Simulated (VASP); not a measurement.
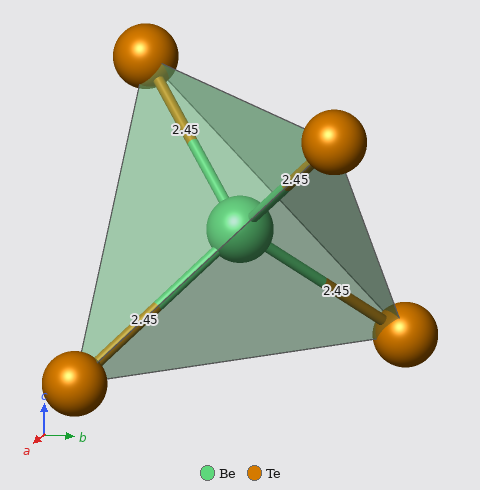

The BeTe4 unit about Be in BeTe. Source: coordinates from a relaxation with VASP, VASP Kohn-Sham DFT of a periodic cell, PBE, VASP PAW PBE potentials, minimal, release 54.

BeTe, space group F-43m (No. 216), a = 5.668 Å, b = 5.668 Å, c = 5.668 Å, α = 90.00°, β = 90.00°, γ = 90.00°

```tsv
site	Wyckoff	x	y	z
Te	4c	0.2500	0.2500	0.2500
Be	4a	0.0000	0.0000	0.0000
```

**Compute the usual distortion measures of this polyhedron.**

It is closest to the tetrahedron.

```
                              measure     value
                     mean bond length   2.454 Å
  bond-length distortion index (Baur)     0.000
effective coordination number (Hoppe)      4.00
shape measure against the tetrahedron      0.00
    shape measure against the see-saw      9.79
  centre off the ligands' centroid by    0.00 Å
                    polyhedral volume   7.59 Å³
                 quadratic elongation     1.000
                  bond-angle variance  0.0 deg²
                                   τ4      1.00
```
